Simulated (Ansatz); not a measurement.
## How many bands does the GW gap of BaTlI3 (cubic perovskite) (Pm-3m) need?

How do accuracy and time trade against each other in G0W0 on BaTlI3 (cubic perovskite) (Pm-3m)?

Method: G0W0 on PBEsol, plane waves, PAW, in Ansatz 0.2.0.

The structure was built from a prototype and need not be the compound's stable phase.

### 1. The starting structure

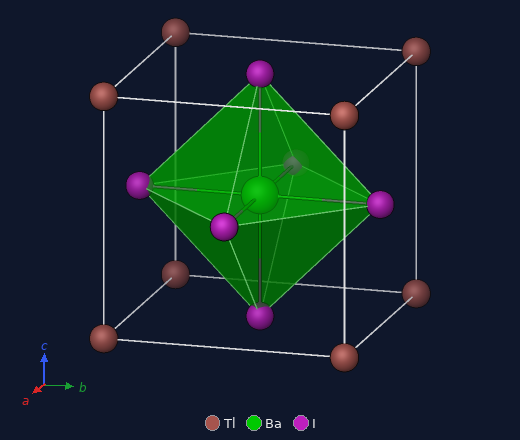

The starting structure, seen slightly off an axis (thallium brown, barium green, iodine pink). Some periodic images of atoms are drawn too.

The structure was relaxed with PBEsol. The structure type comes from a generator and need not be one that this composition takes. The runs that relaxed it are not among those shown. Spin-orbit coupling is left out unless a step names it. The default PAW set here is soft_2. Its files were made with PBE.

### 2. 139 empty bands, screening to 36 eV

G0W0 replaces the xc potential by the self-energy, built once from these orbitals. Only a window of levels is corrected, while the sums run over the empty bands that the input names.

The input, input.yaml:

```yaml
crystal:
  lattice:
    - [6.5717449587, 0.0, 0.0]
    - [0.0, 6.5717449587, 0.0]
    - [0.0, 0.0, 6.5717449587]
  atoms:
    - { symbol: Tl, position: [0.0, 0.0, 0.0] }
    - { symbol: Ba, position: [0.5, 0.5, 0.5] }
    - { symbol: I, position: [0.5, 0.5, 0.0] }
    - { symbol: I, position: [0.5, 0.0, 0.5] }
    - { symbol: I, position: [0.0, 0.5, 0.5] }
kpoints:
  mp_grid: { grid: [2, 2, 2] }
hamiltonian:
  xc: pbesol
scf:
  occupations: { method: fixed }
gw:
  n_empty_bands: 139
  ecut_chi: 36
  qp_bands: [v2, c2]
  qp_kpoints: band_edges
  screening: { model: contour_deformation }
```

On the command line:

```console
ansatz run input.yaml --threads 4 --pin off --max-ram 17510MiB --backend cpu --events-out ev --progress --plain --runs-dir out
```

Numbers of over 12 decimals in the logs are rounded to 6 here.

The log of the run:

```text
Engine: ansatz 0.2.0, aarch64-unknown-linux-gnu
Pseudopotentials: kind: paw
Pseudopotential: Tl, paw, valence charge 13, recommended cutoff 420 eV (normal), Tl.paw.azcp
Pseudopotential: Ba, paw, valence charge 10, recommended cutoff 420 eV (normal), Ba.paw.azcp
Pseudopotential: I, paw, valence charge 17, recommended cutoff 420 eV (normal), I.paw.azcp
Functional definition: PBEsol
  exchange = pbesol_x
  correlation = pbesol_c
Crystal: 5 atoms, lattice volume = 283.819 Å³
Basis set: ecut = 420 eV, 5497 PW (Γ)
Bands: 45, of which v1, the nominal top of the filled ones, is band 37 counted from 1 (36 counted from 0)
Symmetry: 48 space group operations
Space group: Pm-3m (ITA 221), of the structure as read, at distance tolerance 6.6e-5 Å
k-points: 4 of 8
Non-local potential: Tl, projectors of the file, l = 0: 2, l = 1: 2, l = 2: 2, l = 3: 1
Non-local potential: Ba, projectors of the file, l = 0: 3, l = 1: 2, l = 2: 2, l = 3: 2
Non-local potential: I, projectors of the file, l = 0: 2, l = 1: 2, l = 2: 2, l = 3: 2
PAW form: soft (Blöchl's): semilocal exchange-correlation on the pseudo side does not see the compensation charge
PAW frozen core: Tl, regenerated for the run's functional, and the local potential with it (the file was generated under x = pbe(κ = 0.804, μ = 0.219515), c = pbe(β = 0.066725))
PAW frozen core: Ba, regenerated for the run's functional, and the local potential with it (the file was generated under x = pbe(κ = 0.804, μ = 0.219515), c = pbe(β = 0.066725))
PAW frozen core: I, regenerated for the run's functional, and the local potential with it (the file was generated under x = pbe(κ = 0.804, μ = 0.219515), c = pbe(β = 0.066725))
PAW one-centre angular grid: Tl, 590 points (default); XC on 64 Gauss nodes
PAW one-centre angular grid: Ba, 194 points (default); XC on 64 Gauss nodes
PAW one-centre angular grid: I, 590 points (default); XC on 64 Gauss nodes
Initial density: superposition of atomic densities (neutral atoms: chi_scale 0, normalization atom), corrected by the library's trained network
Initial wavefunctions: pseudopotential atomic-orbital guess
Functional: x = pbesol(κ = 0.804, μ = 0.123457), c = pbesol(β = 0.046)
SCF iter   1: F=—  HF=-39460.263255 eV  |F-HF|=—  |Δ(HF+E_count)|=         —  Δρ=1.56e-3  dr2=1.19e-2  ethr=1.77e-3  ⟨swp⟩=4.8  Hψ=655  notcnv=0  defer=20
preconditioner: auto → Resta (q_TF=auto, 2.181 Å⁻¹)  ε∞=2.7  [insulator: Δε(μ)=2.499 eV  Ē_g=10.874 eV  n_scr=56 (ndim 8)  ℏωp=14.3 eV  f_vac=0.208  ε∞_Penn≈2.7]
SCF iter   2: F=—  HF=-39460.258182 eV  |F-HF|=—  |Δ(HF+E_count)|=   5.07e-3  Δρ=9.16e-4  dr2=4.26e-3  ethr=1.61e-5  ⟨swp⟩=3.0  Hψ=382  notcnv=0  defer=21
SCF iter   3: F=—  HF=-39460.257489 eV  |F-HF|=—  |Δ(HF+E_count)|=   6.94e-4  Δρ=4.09e-4  dr2=4.61e-4  ethr=5.75e-6  ⟨swp⟩=3.2  Hψ=346  notcnv=0  defer=20
SCF iter   4: F=—  HF=-39460.257250 eV  |F-HF|=—  |Δ(HF+E_count)|=   2.39e-4  Δρ=1.57e-4  dr2=7.67e-5  ethr=6.23e-7  ⟨swp⟩=2.0  Hψ=319  notcnv=0  defer=20
SCF iter   5: F=—  HF=-39460.257267 eV  |F-HF|=—  |Δ(HF+E_count)|=   1.71e-5  Δρ=3.25e-5  dr2=3.63e-6  ethr=1.04e-7  ⟨swp⟩=2.0  Hψ=310  notcnv=0  defer=20
SCF iter   6: F=—  HF=-39460.257270 eV  |F-HF|=—  |Δ(HF+E_count)|=   3.48e-6  Δρ=6.42e-6  dr2=1.17e-7  ethr=4.91e-9  ⟨swp⟩=2.5  Hψ=310  notcnv=0  defer=20
SCF iter   7: F=-39460.257271 eV  HF=-39460.257271 eV  |F-HF|=6.01e-9  |Δ(HF+E_count)|=   2.84e-7  Δρ=9.28e-7  dr2=2.57e-9  ethr=1.35e-10  ⟨swp⟩=14.2  Hψ=925  notcnv=0
SCF 1 converged in 7 iterations: F = -39460.257271 eV  dr2 = 2.57e-9
  greatest PAW one-centre occupation: 0.999 electrons in one spin orbital (limit 2), on the I atom at site 3 (counted from 0), in its partial waves of l = 2
NSCF: frozen V_eff on 4 k-points
G₀W₀ screening: q 1/4
[... further progress lines ...]
SCF converged after 7 iterations
Free energy (F): -39460.257271 eV
Harris-Foulkes:  -39460.257271 eV  (|F-HF|=6.01e-9)
Internal energy: -39460.257271 eV  (E = F + TS)
E sigma→0 (E₀):  -39460.257271 eV
Fermi energy:    2.277357 eV
--- Per-component energies (eV) ---
  E_band       = -1441.973157
  E_kinetic    = 1066.552065
  E_local      = -8958.308063  (includes V_loc(G=0)·N_el)
  E_nonlocal   = 113.820711
  E_hartree    = 4278.940818
  E_xc         = -775.407367
  E_vxc        = -660.147450  (∫ρ·V_xc dr)
  E_paw        = -29367.556805  (= ΣΔE_a)
  E_vpaw       = -1561.772558  (= ΣTr[D̂ρ^β])
  E_aug_tail   = 0.000073  (compensation charges beyond the density's cutoff)
  E_ewald      = -5819.724827
  E_core_change = 1.426124  (= ΣΔE_core)
  E_smearing   = -0.000000  (= −TS)
  E_closure    = -0.000000  (closes the sum)
  Σ components = -39460.257271   (vs F -39460.257271, Δ=0.00e0)
--- Band table (eV) ---
  k-point 0: bands = [... 33 lower, 1.8178, 2.0754, 2.0754, 2.0754, 5.5890, 5.5890, 5.5890, 6.2081, ... 4 higher]
  k-point 1: bands = [... 33 lower, 1.6012, 1.7328, 2.0296, 2.0296, 4.6913, 5.3098, 5.3098, 6.2870, ... 4 higher]
  k-point 2: bands = [... 33 lower, 1.5355, 1.5355, 1.7567, 2.2737, 5.0014, 5.2151, 5.2151, 7.4278, ... 4 higher]
  k-point 3: bands = [... 33 lower, 0.8741, 2.2774, 2.2774, 2.2774, 5.5453, 5.5453, 5.5453, 8.0434, ... 4 higher]
--- G₀W₀: contour deformation, 6 samples at zero and on the imaginary axis and 1 off it, 8 q-points, 139 empty bands' worth ---
  eigenvalues of the whole cell's RPA ε∞ on this k-mesh (on a slab, of 1 + 4πα/V) = 3.7302, 3.7302, 3.7302; static W/v taken at q = 0 is 0.268081
  bands read: the sum over 176 bands ends inside a degenerate multiplet in 2 slots, whose members it reads at an even weight; the widest, k=0: bands 176 to 178 (counted from 1) at 1/3 each
  gw.qp_kpoints: band_edges: 4 of 4 stored k-points solved, in 1 pass; an edge of the gap read off the rows below is read off those points alone
    ik  band        ε_KS         Σx   Σc(E_QP)       V_xc       Z   E_QP_lin       E_QP  E_QP is
     0    36      2.0754   -17.6841     2.4141   -14.7110  0.7642     1.5082     1.5165  root
     0    37      2.0754   -17.6841     2.4141   -14.7110  0.7642     1.5082     1.5165  root
     0    38      5.5890    -5.6493    -3.0519    -9.7413  0.7656     6.6776     6.6292  root
     0    39      5.5890    -5.6493    -3.0519    -9.7413  0.7656     6.6776     6.6292  root
     1    36      2.0296   -17.5957     2.4391   -14.5748  0.7619     1.4385     1.4479  root
     1    37      2.0296   -17.5957     2.4391   -14.5748  0.7619     1.4385     1.4479  root
     1    38      4.6913    -4.4605    -2.8056    -8.0822  0.7955     5.5255     5.5074  root
     1    39      5.3098    -5.2606    -2.9364    -9.1753  0.7768     6.3232     6.2882  root
     2    36      1.7567   -17.9002     2.4982   -14.7994  0.7631     1.1440     1.1542  root
     2    37      2.2737   -17.1957     2.3841   -14.2248  0.7596     1.6775     1.6870  root
     2    38      5.0014    -4.5298    -2.8937    -8.3309  0.7866     5.9347     5.9088  root
     2    39      5.2151    -5.6530    -2.8379    -9.4413  0.7804     6.1962     6.1656  root
     3    36      2.2774   -17.1958     2.3764   -14.2342  0.7597     1.6828     1.6922  root
     3    37      2.2774   -17.1958     2.3764   -14.2342  0.7597     1.6828     1.6922  root
     3    38      5.5453    -5.7356    -3.0200    -9.7851  0.7682     6.6199     6.5749  root
     3    39      5.5453    -5.7356    -3.0200    -9.7851  0.7682     6.6199     6.5749  root
```

Elapsed: 8 s, on 4 threads of Arm Neoverse V2, shared host; peak memory 0.95 GiB; 30 s of CPU time.

Numbers from this step:

| Quantity | Value |
| --- | --- |
| bands summed | 176 |
| RPA ε∞ on this mesh (eigenvalues) | 3.730, 3.730, 3.730 |
| plane waves in the screening matrix | 147 |
| q-points in the mesh | 8 |
| G0W0 gap on the mesh | 3.815 eV |
| k of the valence top | -0.5, -0.5, -0.5 |
| k of the conduction bottom | 0, 0, -0.5 |
| starting gap on the mesh | 2.414 eV |
| Z at the valence top | 0.7597 |
| Z at the conduction bottom | 0.7955 |
| least direct G0W0 gap on the computed points | 4.060 eV |

The gap on the mesh goes from 2.41 eV to 3.82 eV, a correction of +1.40 eV. Between the two edge states, bare exchange in place of the xc potential would open the gap by 6.58 eV, and correlation takes back 5.18 eV.

### 3. 393 empty bands, screening to 72 eV

Another rung: the empty bands reach about as high as the screening cutoff, so the two stay in balance.

input.yaml, as its differences from that of step 2:

```diff
@@ -18,4 +18,4 @@
 gw:
-  n_empty_bands: 139
-  ecut_chi: 36
+  n_empty_bands: 393
+  ecut_chi: 72
   qp_bands: [v2, c2]
```

The log of the run:

```text
[...]
Crystal: 5 atoms, lattice volume = 283.819 Å³
Basis set: ecut = 420 eV, 5497 PW (Γ)
Bands: 45, of which v1, the nominal top of the filled ones, is band 37 counted from 1 (36 counted from 0)
Symmetry: 48 space group operations
[...]
k-points: 4 of 8
[...]
SCF iter   1: F=—  HF=-39460.263255 eV  |F-HF|=—  |Δ(HF+E_count)|=         —  Δρ=1.56e-3  dr2=1.19e-2  ethr=1.77e-3  ⟨swp⟩=4.8  Hψ=655  notcnv=0  defer=20
[...]
SCF iter   7: F=-39460.257271 eV  HF=-39460.257271 eV  |F-HF|=6.01e-9  |Δ(HF+E_count)|=   2.84e-7  Δρ=9.28e-7  dr2=2.57e-9  ethr=1.35e-10  ⟨swp⟩=14.2  Hψ=925  notcnv=0
SCF 1 converged in 7 iterations: F = -39460.257271 eV  dr2 = 2.57e-9
[...]
NSCF: frozen V_eff on 4 k-points
G₀W₀ screening: q 1/4
[... further progress lines ...]
SCF converged after 7 iterations
Free energy (F): -39460.257271 eV
[...]
Internal energy: -39460.257271 eV  (E = F + TS)
E sigma→0 (E₀):  -39460.257271 eV
Fermi energy:    2.277357 eV
[...]
--- Band table (eV) ---
  k-point 0: bands = [... 33 lower, 1.8178, 2.0754, 2.0754, 2.0754, 5.5890, 5.5890, 5.5890, 6.2081, ... 4 higher]
  k-point 1: bands = [... 33 lower, 1.6012, 1.7328, 2.0296, 2.0296, 4.6913, 5.3098, 5.3098, 6.2870, ... 4 higher]
  k-point 2: bands = [... 33 lower, 1.5355, 1.5355, 1.7567, 2.2737, 5.0014, 5.2151, 5.2151, 7.4278, ... 4 higher]
  k-point 3: bands = [... 33 lower, 0.8741, 2.2774, 2.2774, 2.2774, 5.5453, 5.5453, 5.5453, 8.0434, ... 4 higher]
[...]
0    36      2.0754   -17.6841     2.0662   -14.7110  0.7577     1.1449     1.1686  root
     0    37      2.0754   -17.6841     2.0662   -14.7110  0.7577     1.1449     1.1686  root
     0    38      5.5890    -5.6493    -3.2794    -9.7413  0.7635     6.4290     6.4016  root
     0    39      5.5890    -5.6493    -3.2794    -9.7413  0.7635     6.4290     6.4016  root
     1    36      2.0296   -17.5957     2.0991   -14.5748  0.7553     1.0824     1.1079  root
     1    37      2.0296   -17.5957     2.0991   -14.5748  0.7553     1.0824     1.1079  root
     1    38      4.6913    -4.4605    -2.9819    -8.0822  0.7945     5.3417     5.3311  root
     1    39      5.3098    -5.2606    -3.1514    -9.1753  0.7750     6.0932     6.0732  root
[...]
3    36      2.2774   -17.1958     2.0448   -14.2342  0.7524     1.3355     1.3605  root
     3    37      2.2774   -17.1958     2.0448   -14.2342  0.7524     1.3355     1.3605  root
     3    38      5.5453    -5.7356    -3.2503    -9.7851  0.7660     6.3697     6.3445  root
     3    39      5.5453    -5.7356    -3.2503    -9.7851  0.7660     6.3697     6.3445  root
```

It took 31 s on 4 threads; peak memory 2.2 GiB.

Numbers from this step:

- bands summed: 430
- RPA ε∞ on this mesh (eigenvalues): 3.711, 3.711, 3.711
- plane waves in the screening matrix: 389
- q-points in the mesh: 8
- G0W0 gap on the mesh: 3.971 eV
- k of the valence top: -0.5, -0.5, -0.5
- k of the conduction bottom: 0, 0, -0.5
- starting gap on the mesh: 2.414 eV
- Z at the valence top: 0.7524
- Z at the conduction bottom: 0.7945
- least direct G0W0 gap on the computed points: 4.223 eV

Against the run with 2×2×2 mesh, 139 empty bands, screening to 36 eV, the gap moves by +0.16 eV.

### 4. 847 empty bands, screening to 120 eV

input.yaml, as its differences from that of step 3:

```diff
@@ -18,4 +18,4 @@
 gw:
-  n_empty_bands: 393
-  ecut_chi: 72
+  n_empty_bands: 847
+  ecut_chi: 120.0
   qp_bands: [v2, c2]
```

The log of the run:

```text
[...]
Crystal: 5 atoms, lattice volume = 283.819 Å³
Basis set: ecut = 420 eV, 5497 PW (Γ)
Bands: 45, of which v1, the nominal top of the filled ones, is band 37 counted from 1 (36 counted from 0)
Symmetry: 48 space group operations
[...]
k-points: 4 of 8
[...]
1    39      5.3098    -5.2606    -3.2683    -9.1753  0.7743     5.9702     5.9562  root
[...]
3    36      2.2774   -17.1958     1.8143   -14.2342  0.7504     1.0882     1.1301  root
     3    37      2.2774   -17.1958     1.8143   -14.2342  0.7504     1.0882     1.1301  root
     3    38      5.5453    -5.7356    -3.3809    -9.7851  0.7651     6.2309     6.2139  root
     3    39      5.5453    -5.7356    -3.3809    -9.7851  0.7651     6.2309     6.2139  root
[key lines of the parts left out:]
SCF converged after 7 iterations
Free energy (F): -39460.257271 eV
Fermi energy:    2.277357 eV
```

Wall time 2.3 min (4 threads); peak memory 5.6 GiB.

Numbers from this step:

```yaml
bands_summed: 884
rpa_eps_infinity_on_this_mesh_eigenvalues: 3.708, 3.708, 3.708
plane_waves_in_the_screening_matrix: 847
g0w0_gap_on_the_mesh: 4.104 eV
k_of_the_valence_top: -0.5, -0.5, -0.5
k_of_the_conduction_bottom: 0, 0, -0.5
starting_gap_on_the_mesh: 2.414 eV
least_direct_g0w0_gap_on_the_computed_points: 4.362 eV
```

Against the run with 2×2×2 mesh, 393 empty bands, screening to 72 eV, the gap moves by +0.13 eV.

[end of part 1 of 2]

[Paths, hosts, dates, memory and timing lines, banners, echoed tables and standing remarks are left out of the program output.]

[Logs are printed without paths, hosts, clocks, repeated set-up lines and the standing remarks that a program may print on its own settings, such as how far it seeks lower states.]

[Runs of the session that timed out or met a known fault of the program may be left out.]

[Cells called generated may have been cut or substituted from an entry of the Crystallography Open Database or the Materials Project.]

[Hosts, paths, dates, database ids (printed as entryN), source tags and the programs' standing remarks are cut or masked in the printed files.]
